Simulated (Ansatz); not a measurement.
## TiO$_{2}$: single-point calculation (part 2 of 2)

TiO$_{2}$ (slab, 24 atoms in the cell); DFT PBE+D3(BJ), scalar-relativistic, plane waves, PAW, no spin polarisation (Ansatz 0.2.0); cutoff 420 eV, 2×3×1 k-mesh, Gaussian smearing of 0.05 eV. The structure derives from an entry of the Crystallography Open Database. It belongs to a series of runs on one base structure; here: the slab at its places in the relaxed adsorbed structure.

Geometry of the input (Å; fractional positions):
```
7.5747  0.0000  0.0000
-1.8937  5.1467  0.0000
0.0000  0.0000  25.2244
O  0.1577  0.6306  0.3172
O  0.6577  0.6306  0.3172
Ti 0.0677  0.2708  0.3462
Ti 0.5677  0.2708  0.3462
O  0.2996  0.1983  0.3521
O  0.7996  0.1983  0.3521
O  0.4777  0.9109  0.3753
O  0.9777  0.9109  0.3753
Ti 0.2096  0.8385  0.3811
Ti 0.7096  0.8385  0.3811
O  0.1196  0.4786  0.4102
O  0.6196  0.4786  0.4102
O  0.2223  0.9002  0.4593
O  0.7273  0.8994  0.4574
Ti 0.1342  0.5334  0.4901
Ti 0.6294  0.5256  0.4908
O  0.3619  0.4499  0.4896
O  0.8643  0.4549  0.4926
O  0.5469  0.1782  0.5258
O  0.0410  0.1748  0.5264
Ti 0.2673  0.0731  0.5236
Ti 0.7690  0.0717  0.5183
O  0.1957  0.7465  0.5519
O  0.6789  0.7500  0.5504
```

Output, continued
```
  k-point 0: bands = ["-59.5531", "-59.5284", "-59.4096", "-59.3474", "-59.2797", "-59.1223", "-59.1171", "-59.0726", "-35.9154", "-35.9110", "-35.8894", "-35.8682", "-35.7684", "-35.7655", "-35.7589", "-35.7352", "-35.7320", "-35.6666", "-35.6190", "-35.5824", "-35.5409", "-35.5229", "-35.5090", "-35.4819", "-35.4182", "-35.3913", "-35.3537", "-35.3498", "-35.3317", "-35.3091", "-35.2902", "-35.2742", "-20.4143", "-20.1168", "-19.8944", "-19.6024", "-19.4618", "-19.4129", "-19.3188", "-19.1876", "-19.1573", "-19.0912", "-19.0649", "-18.9883", "-18.7113", "-18.5576", "-18.0063", "-17.9669", "-7.4799", "-7.2502", "-7.2078", "-7.1420", "-7.1307", "-7.0643", "-6.9402", "-6.8025", "-6.7728", "-6.6963", "-6.6313", "-6.5030", "-6.4875", "-6.3625", "-6.2711", "-6.1827", "-5.9403", "-5.7315", "-5.6519", "-5.5374", "-5.4612", "-5.3268", "-5.2961", "-5.2639", "-5.2318", "-5.1457", "-4.9856", "-4.9396", "-4.7854", "-4.7623", "-4.7470", "-4.5112", "-4.4441", "-4.2556", "-4.1152", "-4.0936", "-3.9906", "-3.9248", "-3.7741", "-3.7259", "-3.6908", "-3.5979", "-3.4611", "-3.2522", "-3.1167", "-3.1025", "-3.0223", "-2.8033", "-0.7049", "-0.1062", "-0.0546", "0.0177", "0.0617", "0.2153", "0.2765", "0.3795", "0.4251", "0.5268", "0.6040", "0.6314", "0.7109", "0.7386", "0.8368", "0.8881", "0.9196", "1.0195", "1.0644", "1.1506", "1.2339", "1.2853", "1.4817", "1.6419"]
  k-point 1: bands = ["-59.5528", "-59.5281", "-59.4063", "-59.3508", "-59.2782", "-59.1227", "-59.1187", "-59.0729", "-35.9141", "-35.8934", "-35.8883", "-35.8680", "-35.7674", "-35.7522", "-35.7461", "-35.7207", "-35.7150", "-35.6542", "-35.6277", "-35.5913", "-35.5489", "-35.5279", "-35.5151", "-35.4903", "-35.4198", "-35.3984", "-35.3613", "-35.3495", "-35.3313", "-35.3171", "-35.3081", "-35.2843", "-20.2612", "-20.0089", "-19.8943", "-19.7167", "-19.4716", "-19.4161", "-19.3239", "-19.1828", "-19.1657", "-19.1397", "-19.0787", "-18.9920", "-18.7525", "-18.5716", "-18.0323", "-17.9737", "-7.4767", "-7.2427", "-7.2007", "-7.1419", "-7.1020", "-7.0674", "-6.9616", "-6.7921", "-6.7740", "-6.6866", "-6.6125", "-6.5319", "-6.4361", "-6.3231", "-6.2217", "-6.1959", "-5.9434", "-5.8930", "-5.8659", "-5.5722", "-5.4753", "-5.3979", "-5.2933", "-5.2728", "-5.2396", "-5.1563", "-5.0357", "-4.9398", "-4.6924", "-4.6580", "-4.4826", "-4.3087", "-4.1977", "-4.1185", "-4.0409", "-4.0175", "-3.9923", "-3.9450", "-3.8922", "-3.7685", "-3.7374", "-3.6234", "-3.6031", "-3.3126", "-3.1961", "-3.1631", "-3.1478", "-2.8747", "-0.6400", "-0.1177", "-0.0292", "0.0892", "0.0943", "0.2195", "0.2484", "0.3390", "0.4013", "0.5484", "0.5758", "0.6312", "0.6735", "0.7103", "0.7750", "0.8026", "0.8924", "0.9860", "1.0475", "1.1683", "1.3162", "1.3465", "1.5206", "1.6220"]
  k-point 2: bands = ["-59.5531", "-59.5285", "-59.4095", "-59.3475", "-59.2797", "-59.1223", "-59.1171", "-59.0726", "-35.9147", "-35.9099", "-35.8867", "-35.8333", "-35.8149", "-35.7728", "-35.7509", "-35.7313", "-35.7290", "-35.6329", "-35.6211", "-35.5919", "-35.5562", "-35.5254", "-35.5113", "-35.4809", "-35.4089", "-35.3927", "-35.3661", "-35.3524", "-35.3329", "-35.3076", "-35.2896", "-35.2737", "-20.1487", "-20.0960", "-19.8233", "-19.7987", "-19.4919", "-19.4249", "-19.2802", "-19.2719", "-19.1965", "-19.1659", "-19.0407", "-19.0108", "-18.7196", "-18.5672", "-18.0030", "-17.9654", "-7.5179", "-7.5161", "-7.2482", "-7.2183", "-7.1096", "-7.0802", "-6.9715", "-6.8567", "-6.6430", "-6.6203", "-6.4519", "-6.4182", "-6.2117", "-6.2022", "-6.0504", "-6.0250", "-5.8025", "-5.7824", "-5.4898", "-5.4785", "-5.4474", "-5.4228", "-5.3492", "-5.3062", "-5.2681", "-5.1965", "-5.1172", "-5.0938", "-4.7832", "-4.7610", "-4.7012", "-4.6877", "-4.5478", "-4.4944", "-4.1868", "-4.1541", "-3.9209", "-3.9083", "-3.7094", "-3.6640", "-3.5711", "-3.5102", "-3.3791", "-3.3720", "-3.0931", "-3.0730", "-2.9359", "-2.9116", "-0.1737", "-0.1379", "0.0408", "0.0809", "0.1498", "0.1589", "0.1992", "0.2215", "0.3029", "0.3345", "0.3578", "0.5015", "0.5348", "0.6404", "0.6714", "0.7312", "0.7594", "0.7931", "0.9175", "0.9314", "1.2010", "1.2179", "1.3451", "1.3756"]
  k-point 3: bands = ["-59.5527", "-59.5282", "-59.4063", "-59.3508", "-59.2782", "-59.1226", "-59.1187", "-59.0730", "-35.9130", "-35.8929", "-35.8851", "-35.8334", "-35.8130", "-35.7472", "-35.7423", "-35.7175", "-35.7081", "-35.6530", "-35.6239", "-35.5865", "-35.5701", "-35.5293", "-35.5129", "-35.4906", "-35.4088", "-35.3973", "-35.3667", "-35.3598", "-35.3337", "-35.3160", "-35.3073", "-35.2837", "-20.0890", "-19.9334", "-19.7909", "-19.7344", "-19.5716", "-19.4720", "-19.2942", "-19.2770", "-19.2273", "-19.1866", "-19.0560", "-19.0239", "-18.7666", "-18.6039", "-18.0275", "-17.9823", "-7.5337", "-7.5238", "-7.2947", "-7.2379", "-7.1374", "-7.0940", "-6.9532", "-6.8735", "-6.6357", "-6.4960", "-6.3782", "-6.3399", "-6.2476", "-6.2131", "-6.0659", "-5.9510", "-5.8731", "-5.7770", "-5.5621", "-5.5084", "-5.4663", "-5.4256", "-5.3490", "-5.3164", "-5.2744", "-5.1754", "-5.1110", "-5.0256", "-4.8369", "-4.7767", "-4.6812", "-4.6342", "-4.4692", "-4.3470", "-4.2562", "-4.1314", "-3.9644", "-3.8908", "-3.6987", "-3.6699", "-3.6046", "-3.5068", "-3.4455", "-3.3475", "-3.1663", "-3.0743", "-2.9255", "-2.8904", "-0.2028", "-0.1724", "0.0168", "0.0828", "0.1228", "0.1712", "0.2376", "0.2654", "0.3178", "0.3577", "0.3792", "0.4565", "0.5151", "0.5383", "0.6398", "0.7175", "0.7944", "0.8202", "0.8827", "0.9758", "1.1455", "1.2159", "1.2738", "1.3653"]
```

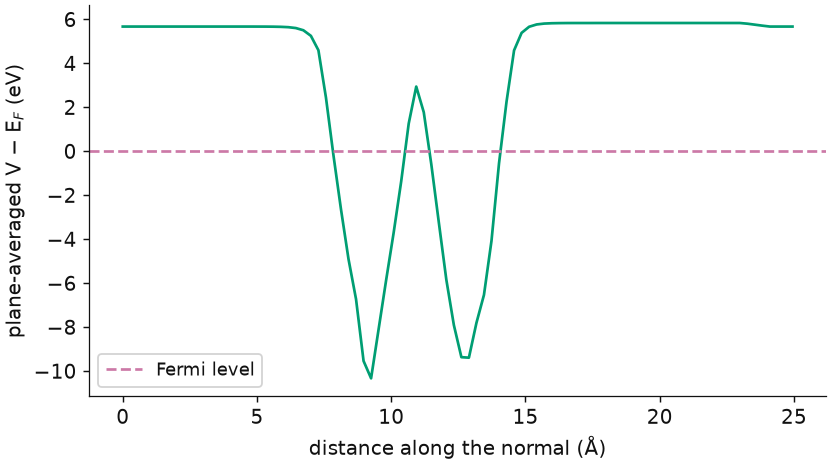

Figure 1. Plane average of the electrostatic potential energy of an electron across the cell, from the Fermi level. The vacuum level lies 5.84 eV above the Fermi level on the upper side and 5.67 eV on the lower.

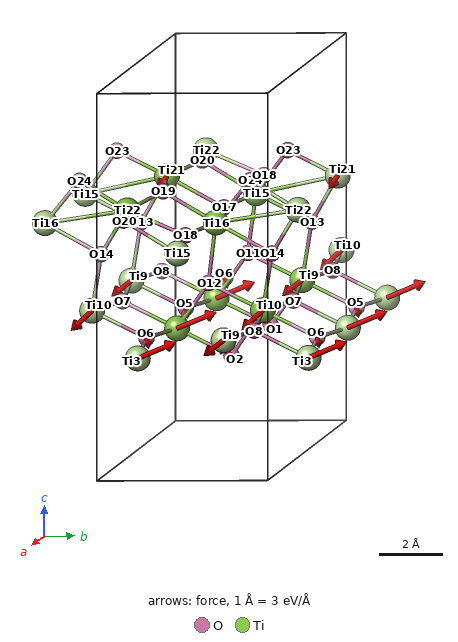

Figure 2. Forces on the atoms as red arrows (ball-and-stick view of the cell of the calculation, with the vacuum cut short, seen slightly off an axis; neighbours outside the cell are drawn fainter; atoms are numbered from 1 in the order of the input); the smallest are left out. The largest act on Ti4 (4.54 eV/Å); Ti3 (4.44 eV/Å); Ti10 (3.13 eV/Å); Ti9 (2.75 eV/Å), among others. The geometry is not a stationary point of this energy.

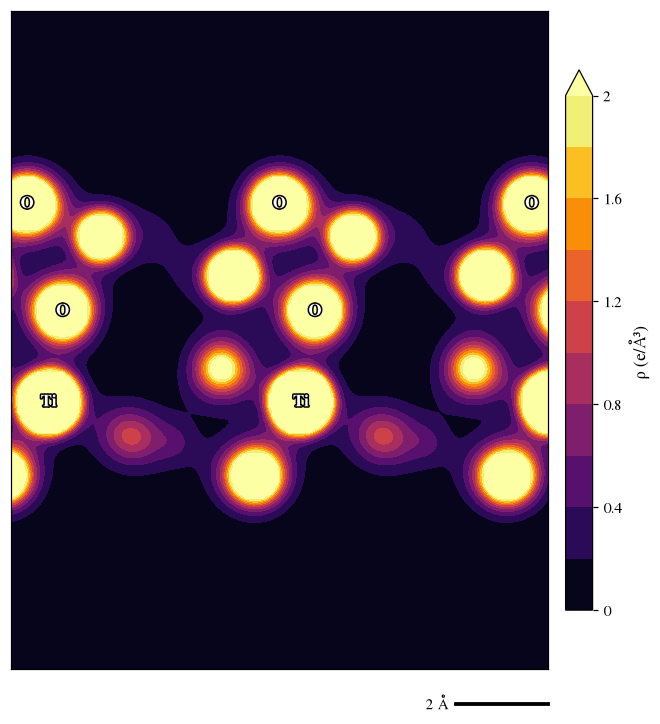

Figure 3. Valence pseudo-density on the (100) plane of the calculation cell, a cut from vacuum to vacuum. The section cuts through Ti and O sites. Ti–O (2.00 Å): the density is about 0.6 e/Å³ at the midpoint. The density dies away to nearly zero in the vacuum. The fields are those of the smooth PAW valence density.
